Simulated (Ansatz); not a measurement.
Single-point calculation, with input and output: Ti16O33 (part 3 of 3)

The same run, continued: Ti16O33 (defect cell, 49 atoms in the cell); DFT PBE, scalar-relativistic, plane waves, PAW, spin-polarised (Ansatz 0.2.0); cutoff 420 eV, 2×2×2 k-mesh, Gaussian smearing of 0.05 eV, collinear spins. The structure derives from an entry of the Crystallography Open Database.

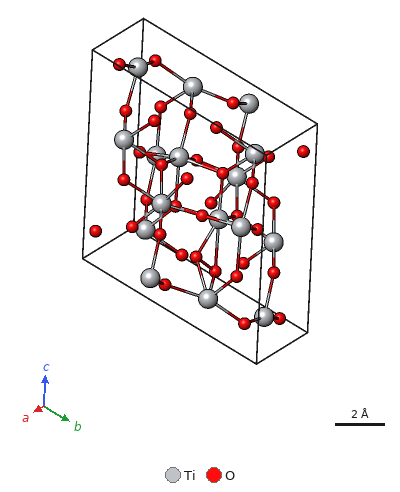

Fig. 1: The input geometry (ball-and-stick view of the cell of the calculation, seen slightly off an axis). An atom can appear more than once, as a periodic image.

Output, continued
```
  k-point 2 ↑: bands = ["-47.1368", "-47.0923", "-47.0824", "-47.0718", "-47.0693", "-47.0683", "-47.0652", "-47.0569", "-47.0407", "-47.0353", "-47.0293", "-47.0133", "-47.0102", "-46.9984", "-46.9695", "-46.9661", "-23.5652", "-23.5173", "-23.5103", "-23.4957", "-23.4822", "-23.4775", "-23.4711", "-23.4618", "-23.4585", "-23.4522", "-23.4245", "-23.4217", "-23.4159", "-23.4092", "-23.3965", "-23.3814", "-23.3743", "-23.3537", "-23.3508", "-23.3474", "-23.3356", "-23.3307", "-23.3208", "-23.3152",
      "-23.3122", "-23.3078", "-23.3019", "-23.2942", "-23.2891", "-23.2871", "-23.2857", "-23.2805", "-23.2731", "-23.2653", "-23.2616", "-23.2571", "-23.2509", "-23.2491", "-23.2484", "-23.2392", "-23.2310", "-23.2278", "-23.2231", "-23.2142", "-23.2070", "-23.2040", "-23.1998", "-23.1725", "-12.6164", "-8.2110", "-8.1138", "-7.8839", "-7.8304", "-7.7882", "-7.7042", "-7.3787", "-7.3417", "-7.3302", "-7.2897", "-7.2624", "-7.2472", "-7.1797", "-7.1697", "-7.1621",
      "-7.1284", "-7.1103", "-7.0712", "-6.9862", "-6.9839", "-6.9395", "-6.9341", "-6.9172", "-6.8964", "-6.8943", "-6.8579", "-6.8438", "-6.8382", "-6.8144", "-6.7838", "-6.7693", "-5.1326", "3.0609", "3.4064", "3.7183", "4.4960", "4.5432", "4.6134", "4.6530", "4.6762", "4.7809", "4.8234", "4.8417", "4.8825", "4.9097", "4.9335", "4.9465", "4.9774", "5.0294", "5.0425", "5.0857", "5.1637", "5.1888", "5.2816", "5.3223",
      "5.3567", "5.3901", "5.4547", "5.4733", "5.5228", "5.5992", "5.6258", "5.6488", "5.6963", "5.7410", "5.8414", "5.9189", "6.0123", "6.0705", "6.1010", "6.1654", "6.2118", "6.2347", "6.2996", "6.3273", "6.4034", "6.4289", "6.6204", "6.6560", "6.6977", "6.7181", "6.7908", "6.8582", "6.8740", "6.9254", "7.0674", "7.1226", "7.1336", "7.2512", "7.2877", "7.3031", "7.3593", "7.3810", "7.4768", "7.4945",
      "7.5419", "7.6177", "7.6550", "7.6812", "7.7355", "7.7633", "7.8185", "7.8276", "7.8524", "7.8965", "7.9295", "7.9586", "7.9829", "7.9990", "8.0896", "8.1738", "8.2127", "8.2502", "8.4058", "8.4226", "8.4754", "8.5129", "8.5329", "8.5851", "8.6363", "8.6828", "8.7281", "8.7534", "8.8206", "8.8458", "8.9309", "8.9967", "9.0655", "9.1518", "9.4958", "11.9913", "12.0507", "12.1113", "12.1262", "12.1586",
      "12.1937", "12.2156", "12.2388", "12.2982", "12.3270", "12.3433", "12.3661", "12.3834", "12.4155", "12.4419", "12.4817", "12.4984", "12.5260", "12.5906", "12.6474", "12.7163", "12.7771", "12.8652", "12.9048", "12.9595", "12.9647", "12.9823", "12.9860", "13.0197", "13.0549", "13.0811", "13.0987", "13.1220", "13.1543", "13.1890", "13.2909", "13.3330", "13.3812", "13.4364", "13.5013", "13.5599", "13.5877", "13.6137", "13.6801", "13.7076",
      "13.7369", "13.8307", "14.0514", "14.4331", "14.4929"]
  k-point 7 ↓: bands = ["-47.1368", "-47.0922", "-47.0820", "-47.0716", "-47.0711", "-47.0676", "-47.0652", "-47.0563", "-47.0402", "-47.0365", "-47.0291", "-47.0131", "-47.0102", "-46.9984", "-46.9695", "-46.9659", "-23.5647", "-23.5139", "-23.5099", "-23.5005", "-23.4973", "-23.4890", "-23.4778", "-23.4697", "-23.4535", "-23.4475", "-23.4245", "-23.4107", "-23.4002", "-23.3946", "-23.3881", "-23.3831", "-23.3735", "-23.3673", "-23.3505", "-23.3446", "-23.3395", "-23.3354", "-23.3268", "-23.3210",
      "-23.3157", "-23.3015", "-23.2954", "-23.2931", "-23.2903", "-23.2798", "-23.2764", "-23.2683", "-23.2638", "-23.2629", "-23.2578", "-23.2557", "-23.2535", "-23.2514", "-23.2452", "-23.2407", "-23.2365", "-23.2281", "-23.2230", "-23.2190", "-23.2152", "-23.2121", "-23.2044", "-23.1786", "-12.6156", "-8.0852", "-8.0124", "-7.8701", "-7.8485", "-7.8134", "-7.7147", "-7.5476", "-7.5014", "-7.4727", "-7.4360", "-7.3039", "-7.2658", "-7.2438", "-7.1887", "-7.1212",
      "-7.0674", "-6.9963", "-6.9747", "-6.9587", "-6.9324", "-6.9296", "-6.9118", "-6.8982", "-6.8772", "-6.8672", "-6.8606", "-6.8438", "-6.8071", "-6.7793", "-6.7650", "-6.7456", "-5.1396", "3.0663", "3.3564", "3.7201", "4.3955", "4.4351", "4.6567", "4.7018", "4.7122", "4.7258", "4.7711", "4.8117", "4.8202", "4.8746", "4.9741", "5.0034", "5.0252", "5.0560", "5.0914", "5.1719", "5.1946", "5.2335", "5.3113", "5.3175",
      "5.3409", "5.3754", "5.4206", "5.4417", "5.4882", "5.4984", "5.5889", "5.6458", "5.7166", "5.7615", "5.8185", "5.8406", "5.9184", "5.9992", "6.0179", "6.1169", "6.2564", "6.3260", "6.3989", "6.4511", "6.5088", "6.5464", "6.5814", "6.6535", "6.6966", "6.7206", "6.7662", "6.8789", "6.9383", "7.0902", "7.1335", "7.1588", "7.2273", "7.2664", "7.3327", "7.3565", "7.4255", "7.4362", "7.4718", "7.4917",
      "7.5555", "7.6055", "7.6237", "7.6843", "7.7128", "7.7168", "7.7704", "7.7799", "7.8436", "7.8840", "7.9007", "7.9112", "7.9543", "7.9760", "8.0211", "8.0366", "8.1471", "8.1700", "8.2607", "8.3346", "8.3670", "8.4178", "8.4757", "8.6122", "8.6603", "8.7584", "8.7912", "8.8332", "8.9213", "8.9390", "8.9700", "9.0653", "9.0976", "9.1793", "9.4908", "11.9147", "11.9715", "12.0757", "12.1091", "12.2289",
      "12.2745", "12.2904", "12.3194", "12.3358", "12.3772", "12.4103", "12.4508", "12.4947", "12.5051", "12.5317", "12.5612", "12.6139", "12.6858", "12.7037", "12.7523", "12.7689", "12.8121", "12.8512", "12.8709", "12.8818", "12.9361", "12.9394", "12.9806", "13.0114", "13.0159", "13.0322", "13.0485", "13.0867", "13.1120", "13.1218", "13.1497", "13.1750", "13.1945", "13.2440", "13.2461", "13.2912", "13.3430", "13.3991", "13.7075", "13.7427",
      "13.8149", "13.8321", "14.0808", "14.4302", "14.5067"]
--- Löwdin populations: 49 sites ---
  site symbol       q [e]    m [muB]
     0     Ti     10.6473     0.0000
     1     Ti     10.6766     0.0000
     2     Ti     10.6435     0.0000
     3     Ti     10.6427     0.0000
     4     Ti     10.6439     0.0000
     5     Ti     10.6844     0.0000
     6     Ti     10.6401     0.0000
     7     Ti     10.6445     0.0000
     8     Ti     10.6544     0.0000
     9     Ti     10.6417     0.0000
    10     Ti     10.6554     0.0000
    11     Ti     10.6459     0.0000
    12     Ti     10.6518     0.0000
    13     Ti     10.6377     0.0000
    14     Ti     10.6448     0.0000
    15     Ti     10.6461     0.0000
    16      O      6.6434    -0.0000
    17      O      6.6379    -0.0000
    18      O      6.6375    -0.0000
    19      O      6.6383    -0.0000
    20      O      6.6371    -0.0000
    21      O      6.3512    -0.0000
    22      O      6.6349    -0.0000
    23      O      6.6263    -0.0000
    24      O      6.6412    -0.0000
    25      O      6.6408    -0.0000
    26      O      6.6390    -0.0000
    27      O      6.6316    -0.0000
    28      O      6.6291    -0.0000
    29      O      6.6404    -0.0000
    30      O      6.6436    -0.0000
    31      O      6.6455    -0.0000
    32      O      6.6499    -0.0000
    33      O      6.6369    -0.0000
    34      O      6.6277    -0.0000
    35      O      6.6303    -0.0000
    36      O      6.6434    -0.0000
    37      O      6.6310    -0.0000
    38      O      6.6577    -0.0000
    39      O      6.6358    -0.0000
    40      O      6.6433    -0.0000
    41      O      6.6372    -0.0000
    42      O      6.6386    -0.0000
    43      O      6.6316    -0.0000
    44      O      6.6342    -0.0000
    45      O      6.5996    -0.0000
    46      O      6.6308    -0.0000
    47      O      6.6290    -0.0000
    48      O      6.2508    -0.0000
  spilling = 0.003266 (of n_electrons = 390.000000)
--- Bader charges: 49 sites ---
  site symbol  charge [e]  shift [e]    m [muB]
     0     Ti      2.2694     0.0044     0.0000
     1     Ti      2.2472     0.0037     0.0000
     2     Ti      2.2692     0.0045     0.0000
     3     Ti      2.2710     0.0045     0.0000
     4     Ti      2.2738     0.0044     0.0000
     5     Ti      2.2418     0.0044     0.0000
     6     Ti      2.2708     0.0042     0.0000
     7     Ti      2.2740     0.0045     0.0000
     8     Ti      2.2692     0.0047     0.0000
     9     Ti      2.2759     0.0044     0.0000
    10     Ti      2.2548     0.0052     0.0000
    11     Ti      2.2735     0.0046     0.0000
    12     Ti      2.2693     0.0046     0.0000
    13     Ti      2.2774     0.0041     0.0000
    14     Ti      2.2684     0.0043     0.0000
    15     Ti      2.2712     0.0049     0.0000
    16      O     -1.1350     0.0022     0.0000
    17      O     -1.1292     0.0022     0.0000
    18      O     -1.1307     0.0023     0.0000
    19      O     -1.1321     0.0022     0.0000
    20      O     -1.1382     0.0022     0.0000
    21      O     -0.6169     0.0001     0.0000
    22      O     -1.1349     0.0023     0.0000
    23      O     -1.1257     0.0024     0.0000
    24      O     -1.1410     0.0022     0.0000
    25      O     -1.1401     0.0022     0.0000
    26      O     -1.1252     0.0022     0.0000
    27      O     -1.1318     0.0023     0.0000
    28      O     -1.1183     0.0020     0.0000
    29      O     -1.1373     0.0021     0.0000
    30      O     -1.1399     0.0021     0.0000
    31      O     -1.1388     0.0022     0.0000
    32      O     -1.1475     0.0021     0.0000
    33      O     -1.1352     0.0024     0.0000
    34      O     -1.1368     0.0029     0.0000
    35      O     -1.1404     0.0022     0.0000
    36      O     -1.1407     0.0023     0.0000
    37      O     -1.1204     0.0022     0.0000
    38      O     -1.1477     0.0020     0.0000
    39      O     -1.1344     0.0023     0.0000
    40      O     -1.1369     0.0021     0.0000
    41      O     -1.1386     0.0021     0.0000
    42      O     -1.1357     0.0021     0.0000
    43      O     -1.1294     0.0024     0.0000
    44      O     -1.1331     0.0022     0.0000
    45      O     -1.0879     0.0029     0.0000
    46      O     -1.1286     0.0024     0.0000
    47      O     -1.1221     0.0023     0.0000
    48      O     -0.5466     0.0015     0.0000
  estimated error of the sums over rays = 5.2e-4 e
```

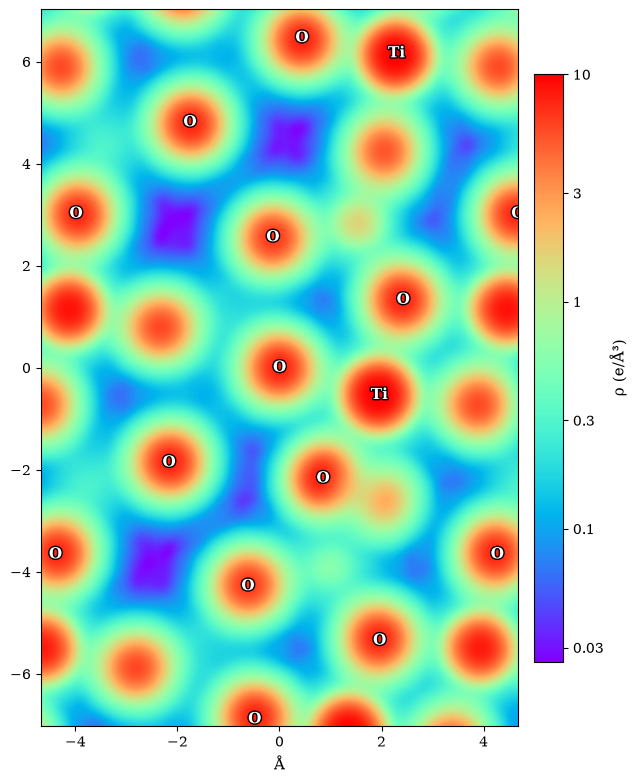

Fig. 2: Valence electron density on the (101) plane of the calculation cell. The section cuts through Ti and O sites. Ti–O (1.88 Å): ρ is about 0.84 e/Å³ halfway. Ti–O (1.92 Å): ρ is about 0.77 e/Å³ halfway. Ti–O (1.97 Å): the density is about 0.68 e/Å³ at the midpoint. Ti–O (2.03 Å): ρ is about 0.58 e/Å³ halfway. Ti–O (2.03 Å): the density is about 0.58 e/Å³ at the midpoint. Away from the nuclei the density in this plane falls to 0.03 e/Å³ at its lowest. Core electrons are frozen (PAW), so the fields are smoothed inside the atomic spheres.

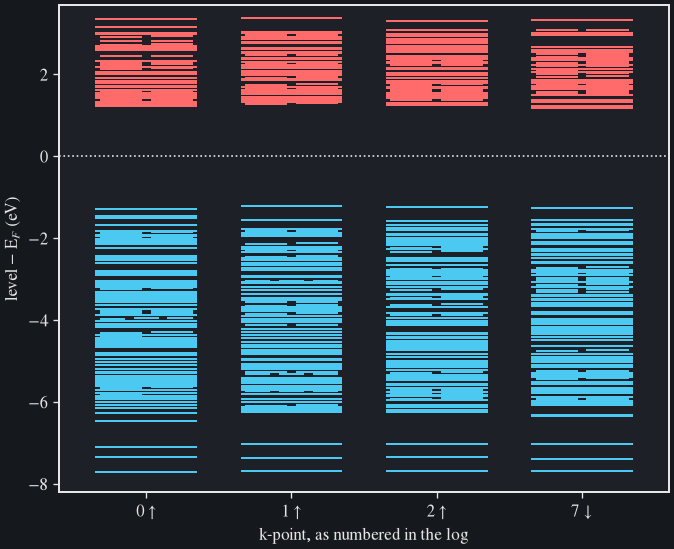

Fig. 3: Kohn–Sham levels near the Fermi level (dotted) at the few k-points that the log prints; levels within 0.02 eV of each other stand side by side. Among these points the highest filled and lowest empty levels are 2.38 eV apart; the gap on the full mesh, 2.34 eV, has an edge at a point that isn't printed.

Results in brief

| quantity | value |
| --- | --- |
| outcome | converged |
| electrons treated | 390 |
| free energy | −58780.8874 eV |
| Fermi energy | 10.742 eV |
| gap on the k-point mesh | 2.34 eV |
| net moment of the cell | 0.00 μB |
| integrated absolute moment | 0.00 μB |
| largest force (length of the vector) | 0.048 eV/Å |
| hardware | 4 threads of Arm Neoverse V2, 24 GiB of memory available, shared host |
| wall time | 3.5 min (CPU time 14 min) |
| peak memory | 3.3 GiB |

Notes

The program warns: some starting moments were not kept.
